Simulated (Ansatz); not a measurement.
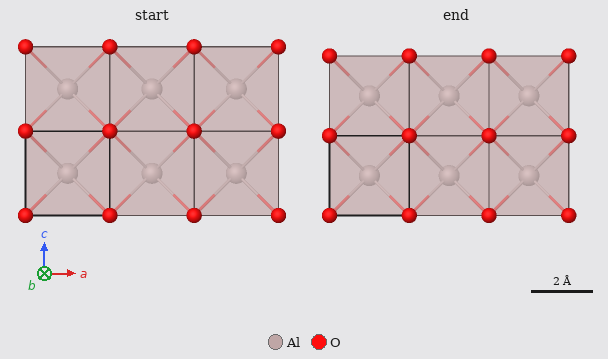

The structure of crystalline AlO (a generated structure, set up in Pm-3m) before (left) and after (right) a relaxation, at one scale.

Style: polyhedral. Shown: the cell of the calculation, repeated 3 × 1 × 2 with one cell outlined, along the b axis.

The run lets cell and atoms move.

The calculation used Kohn-Sham DFT of a periodic cell, PBE, Ansatz PAW (Ansatz).

Input
```yaml
crystal:
  lattice:
    - [2.76919, 0.0, 0.0]
    - [0.0, 2.76919, 0.0]
    - [0.0, 0.0, 2.76919]
  atoms:
    - { symbol: Al, position: [0.5, 0.5, 0.5] }
    - { symbol: O, position: [0.0, 0.0, 0.0] }
hamiltonian:
  xc: pbe
  pseudopotentials: { kind: paw }
kpoints:
  mp_grid: { grid: [10, 10, 10] }
scf:
  occupations: { method: fermi_dirac, width: 0.05 }
output:
  forces: true
  stress: true
  eigenvalues: true
  write_density: true
  write_potential: true
  elf: true
  volumetric_format: npy
relax:
  f_tol: 0.01
  max_steps: 40
  cell: { stress_tol: 0.05, p_target: 30.0 }
```

Run as
```bash
ansatz run input.yaml --threads 2 --pin off --max-ram 5632MiB --backend cpu --events-out ev --progress --plain --runs-dir out
```

**Summarise the run.**

No atom moves by more than 0.005 Å relative to the cell. Cell: a = b = c 2.769 → 2.619 Å (−5.4 %). Volume −15.4 %. Some distances before and after: Al–O 2.398 → 2.268 Å. The space group stays Pm-3m (No. 221). Over 4 accepted moves (6 points after the start) the energy rises by 134 meV per atom. With the target pressure of 30 GPa, the enthalpy E + pV changes by −172 meV per atom. All forces vanish by symmetry, so only the cell relaxes. Pressure: 0.01 GPa at the start and 30.00 GPa at the end. The SCF was repeated twice at an unchanged geometry on a basis and grid sized afresh for the cell, which shifted the energy by 2.8 meV per atom at most.
